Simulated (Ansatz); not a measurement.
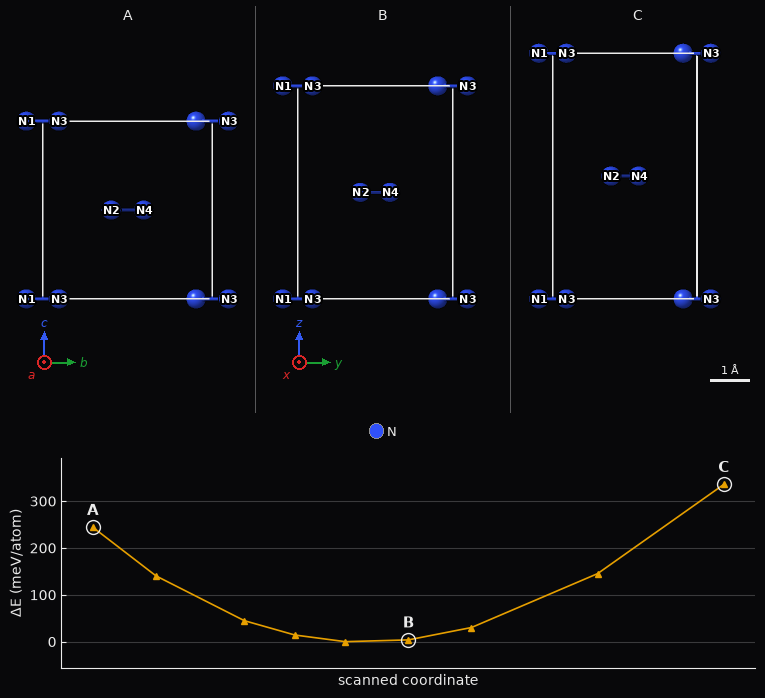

Frames of a one-coordinate scan of a crystal of N (P4_2/mnm). x, y and z are the Cartesian axes of the input. The picture is a ball-and-stick view of the cell of the calculation, seen along the a axis.

All numbers below come from DFT PBEsol, scalar-relativistic, plane waves, PAW in Ansatz. Set-up: plane-wave cutoff 420 eV; k-point mesh 6 × 6 × 6; occupations gaussian; smearing width 0.05 eV; no spin polarisation. Energies (free energies at the smearing named) are counted from the cell as listed in its source, which wasn't relaxed.

What is being scanned?

The ratio of the cell's length along z to its lengths across, counted as 1 for the reference, is changed at fixed volume (a c/a path), with the atoms kept at their fractional coordinates. In the frames the relative ratio is 0.80 (A), 1.05 (B), 1.30 (C). Of the computed points the lowest is at the relative ratio 1.00, 0 meV/atom. The end points stand at 244 meV/atom (0.80) and 336 meV/atom (1.30). The unrelaxed reference is under a pressure of −0.8 GPa. The distortion keeps the space group P4_2/mnm. At the relative ratio 1.30 the cell of the drawing goes a 4.084 → 3.742 Å, b 4.084 → 3.742 Å, c 5.346 → 6.368 Å.
